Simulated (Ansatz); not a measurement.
**What a change does: single-point calculation on MgO2**

System: MgO2 (R-3m, 3 atoms in the cell).
Method of the first run: DFT PBEsol, scalar-relativistic, plane waves, PAW, no spin polarisation (Ansatz 0.2.0).

The structure derives from a Materials Project entry. Text and figures count atoms from 1; the logs count them from 0 in places.

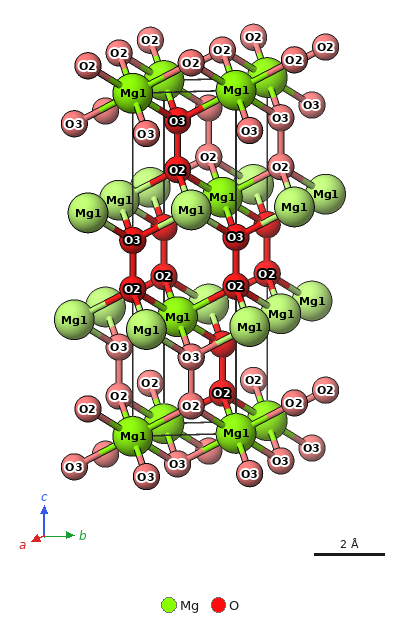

Figure 1. The structure (ball-and-stick view of the cell 3 times as large as that of the calculation, set on its symmetry axes, seen slightly off an axis; neighbours outside the cell are drawn fainter; atoms are numbered from 1 in the order of the input). An atom can appear more than once, as a periodic image. Near neighbours in the periodic cell (some may lie outside the picture): Mg has 6 O at 2.00 Å; O has 3 Mg at 2.00 Å and 1 O at 1.42 Å.

## Input, the first run
```yaml
crystal:
  lattice:
    - [1.5245229652, 0.8801837444, 3.3192799312]
    - [-1.5245229652, 0.8801837444, 3.3192799312]
    - [0.0, -1.7603674887, 3.3192799312]
  atoms:
    - { symbol: Mg, position: [0.0, 0.0, 0.0] }
    - { symbol: O, position: [0.428786, 0.428786, 0.428786] }
    - { symbol: O, position: [0.571214, 0.571214, 0.571214] }
basis:
  ecutwfc: 420
kpoints:
  mp_grid: { grid: [12, 12, 12] }
hamiltonian:
  xc: pbesol
scf:
  occupations: { method: gaussian, width: 0.05 }
output:
  forces: true
  stress: true
  eigenvalues: true
```

Launched with:
```bash
ansatz run input.yaml --threads 1 --pin off --max-ram 2560MiB --backend cpu --events-out ev --progress --plain --runs-dir out
```

Hardware: 1 thread of Intel Xeon @ 2.50GHz (Skylake/Cascade Lake), 32 GiB of memory available, shared host.

## Output, shortened to warnings, some set-up lines, iterations and results (the first run)
```
Basis set: ecut = 420 eV, 533 PW (Γ), exchange–correlation on 54×54×54 points (8 copies of the dense FFT grid, shifted against one another)
Symmetry: 12 space group operations
k-points: 189 of 1728
Initial density: superposition of atomic densities (neutral atoms: chi_scale 0, normalization atom), corrected by the library's trained network
[...]
SCF iter   1: F=—  HF=-3033.480470 eV  |F-HF|=—  |Δ(HF+E_count)|=         —  Δρ=1.48e-2  dr2=4.94e-2  ethr=1.77e-3  ⟨swp⟩=5.3  Hψ=15202  notcnv=0
SCF iter   2: F=—  HF=-3033.465768 eV  |F-HF|=—  |Δ(HF+E_count)|=   1.47e-2  Δρ=4.71e-3  dr2=2.77e-3  ethr=2.24e-4  ⟨swp⟩=2.0  Hψ=6032  notcnv=0
SCF iter   3: F=—  HF=-3033.464976 eV  |F-HF|=—  |Δ(HF+E_count)|=   7.92e-4  Δρ=1.40e-3  dr2=1.63e-4  ethr=1.26e-5  ⟨swp⟩=2.0  Hψ=4394  notcnv=0
SCF iter   4: F=—  HF=-3033.465098 eV  |F-HF|=—  |Δ(HF+E_count)|=   1.22e-4  Δρ=2.26e-4  dr2=3.97e-6  ethr=7.39e-7  ⟨swp⟩=2.5  Hψ=4806  notcnv=0
SCF iter   5: F=—  HF=-3033.465108 eV  |F-HF|=—  |Δ(HF+E_count)|=   9.75e-6  Δρ=1.74e-5  dr2=2.53e-8  ethr=1.80e-8  ⟨swp⟩=2.3  Hψ=4022  notcnv=0
SCF iter   6: F=-3033.465108 eV  HF=-3033.465108 eV  |F-HF|=1.64e-9  |Δ(HF+E_count)|=   3.29e-8  Δρ=3.59e-6  dr2=2.13e-9  ethr=1.15e-10  ⟨swp⟩=2.5  Hψ=10583  notcnv=0
SCF 1 converged in 6 iterations: F = -3033.465108 eV  dr2 = 2.13e-9
SCF converged after 6 iterations
Free energy (F): -3033.465108 eV
Harris-Foulkes:  -3033.465108 eV  (|F-HF|=1.64e-9)
Internal energy: -3033.465108 eV  (E = F + TS)
E sigma→0 (E₀):  -3033.465108 eV
Fermi energy:    10.028575 eV
--- Per-component energies (eV) ---
  E_band       = -315.709077
  E_kinetic    = 432.165899
  E_local      = -2028.999538  (includes V_loc(G=0)·N_el)
  E_nonlocal   = 193.430053
  E_hartree    = 705.187124
  E_xc         = -176.378066
  E_vxc        = -226.855096  (∫ρ·V_xc dr)
  E_paw        = -584.960957  (= ΣΔE_a)
  E_vpaw       = -95.829198  (= ΣTr[D̂ρ^β])
  E_aug_tail   = 0.004853  (compensation charges beyond the density's cutoff)
  E_ewald      = -1574.043914
  E_core_change = 0.129438  (= ΣΔE_core)
  E_smearing   = -0.000000  (= −TS)
  E_closure    = 0.000000  (closes the sum)
  Σ components = -3033.465108   (vs F -3033.465108, Δ=0.00e0)
--- Forces (eV/Å), atoms counted from 1 ---
  atom   1  Mg    -0.00000000     0.00000000     0.00000000
  atom   2  O      0.00000000    -0.00000000    -0.53400150
  atom   3  O      0.00000000     0.00000000     0.53400150
  max |Σ_I F_I| component: 2.31e-18 eV/Å
--- Stress (GPa, compression-positive) ---
       16.682265       0.000000      -0.000000
        0.000000      16.682265       0.000000
        0.000000       0.000000      29.274351
  P = ⅓ Tr σ = 20.8796 GPa (208.796 kbar)
```

The input of the second run differs as follows (lines with − go, lines with + come):
```diff
-    - [1.5245229652, 0.8801837444, 3.3192799312]
-    - [-1.5245229652, 0.8801837444, 3.3192799312]
-    - [0.0, -1.7603674887, 3.3192799312]
+    - [1.5245229652, 0.8801837444, 3.6686778186]
+    - [-1.5245229652, 0.8801837444, 3.6686778186]
+    - [0.0, -1.7603674887, 3.6686778186]
```

What does this change do to the results?

With the same functional and potentials, the second run lies 16.7 meV per atom higher. The gap on the mesh goes from 3.25 to 1.07 eV. The pressure goes from 20.88 to −1.98 GPa. The largest force goes from 0.534 to 1.801 eV/Å. The volume per atom goes from 8.91 to 9.85 Å³. The number of SCF iterations is the same. The plane waves at Γ go from 533 to 571.

## Output, shortened to warnings, some set-up lines, iterations and results (the second run)
```
Basis set: ecut = 420 eV, 571 PW (Γ), exchange–correlation on 60×60×60 points (8 copies of the dense FFT grid, shifted against one another)
Symmetry: 12 space group operations
k-points: 189 of 1728
Initial density: superposition of atomic densities (neutral atoms: chi_scale 0, normalization atom), corrected by the library's trained network
[...]
SCF iter   1: F=—  HF=-3033.429201 eV  |F-HF|=—  |Δ(HF+E_count)|=         —  Δρ=1.37e-2  dr2=4.57e-2  ethr=1.77e-3  ⟨swp⟩=5.4  Hψ=15374  notcnv=0
SCF iter   2: F=—  HF=-3033.415999 eV  |F-HF|=—  |Δ(HF+E_count)|=   1.32e-2  Δρ=4.95e-3  dr2=3.65e-3  ethr=2.08e-4  ⟨swp⟩=2.0  Hψ=6011  notcnv=0
SCF iter   3: F=—  HF=-3033.414866 eV  |F-HF|=—  |Δ(HF+E_count)|=   1.13e-3  Δρ=1.52e-3  dr2=1.90e-4  ethr=1.66e-5  ⟨swp⟩=2.0  Hψ=4375  notcnv=0
SCF iter   4: F=—  HF=-3033.414929 eV  |F-HF|=—  |Δ(HF+E_count)|=   6.30e-5  Δρ=2.04e-4  dr2=3.51e-6  ethr=8.64e-7  ⟨swp⟩=2.4  Hψ=4641  notcnv=0
SCF iter   5: F=—  HF=-3033.414927 eV  |F-HF|=—  |Δ(HF+E_count)|=   2.40e-6  Δρ=3.13e-5  dr2=1.54e-7  ethr=1.59e-8  ⟨swp⟩=2.3  Hψ=4293  notcnv=0
SCF iter   6: F=-3033.414927 eV  HF=-3033.414927 eV  |F-HF|=5.96e-9  |Δ(HF+E_count)|=   1.86e-8  Δρ=6.57e-6  dr2=5.71e-9  ethr=4.55e-10  ⟨swp⟩=4.8  Hψ=10444  notcnv=0
SCF 1 converged in 6 iterations: F = -3033.414927 eV  dr2 = 5.71e-9
SCF converged after 6 iterations
Free energy (F): -3033.414927 eV
Harris-Foulkes:  -3033.414927 eV  (|F-HF|=5.96e-9)
Internal energy: -3033.414927 eV  (E = F + TS)
E sigma→0 (E₀):  -3033.414927 eV
Fermi energy:    7.076716 eV
--- Per-component energies (eV) ---
  E_band       = -343.321273
  E_kinetic    = 424.557388
  E_local      = -2094.455606  (includes V_loc(G=0)·N_el)
  E_nonlocal   = 192.738934
  E_hartree    = 726.749685
  E_xc         = -174.495121
  E_vxc        = -224.327569  (∫ρ·V_xc dr)
  E_paw        = -584.191595  (= ΣΔE_a)
  E_vpaw       = -95.339559  (= ΣTr[D̂ρ^β])
  E_aug_tail   = 0.004732  (compensation charges beyond the density's cutoff)
  E_ewald      = -1524.452782
  E_core_change = 0.129438  (= ΣΔE_core)
  E_smearing   = -0.000000  (= −TS)
  E_closure    = 0.000000  (closes the sum)
  Σ components = -3033.414927   (vs F -3033.414927, Δ=0.00e0)
--- Forces (eV/Å), atoms counted from 1 ---
  atom   1  Mg    -0.00000000     0.00000000     0.00000000
  atom   2  O      0.00000000     0.00000000     1.80056075
  atom   3  O      0.00000000    -0.00000000    -1.80056075
  max |Σ_I F_I| component: 6.66e-16 eV/Å
--- Stress (GPa, compression-positive) ---
       11.097059       0.000000      -0.000000
        0.000000      11.097059      -0.000000
        0.000000      -0.000000     -28.144625
  P = ⅓ Tr σ = -1.9835 GPa (-19.835 kbar)
```

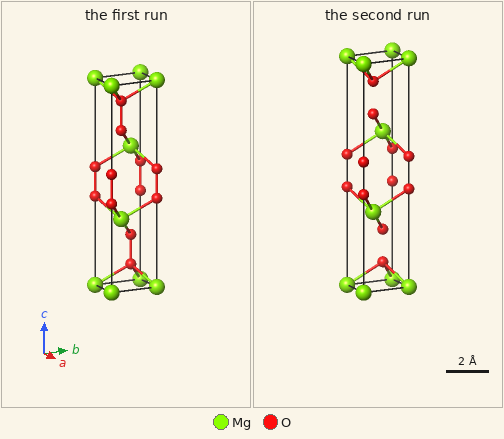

Figure 2. The two input geometries at one scale (ball-and-stick view of the cell 3 times as large as that of the calculation, set on its symmetry axes, seen slightly off an axis). No atom moves by more than 0.005 Å relative to the cell. The volume changes by +10.5 %, with a = b stay at 3.049 Å, c 9.958 → 11.006 Å (+10.5 %). Among the contacts that change: O–O 1.418 → 1.568 Å, Mg–O 2.001 → 2.050 Å.

## The two runs side by side

| quantity | the first run | the second run |
| --- | --- | --- |
| outcome | converged | converged |
| free energy per atom (eV) | −1011.1550 | −1011.1383 |
| gap on the mesh (eV) | 3.25 | 1.07 |
| pressure (GPa) | 20.88 | −1.98 |
| volume per atom (Å³) | 8.91 | 9.85 |
| largest force (eV/Å) | 0.534 | 1.801 |
| SCF iterations | 6 | 6 |
| irreducible k-points | 189 | 189 |
| plane waves at Γ | 533 | 571 |
| wall time (shared host) | 4.7 s | 4.2 s |
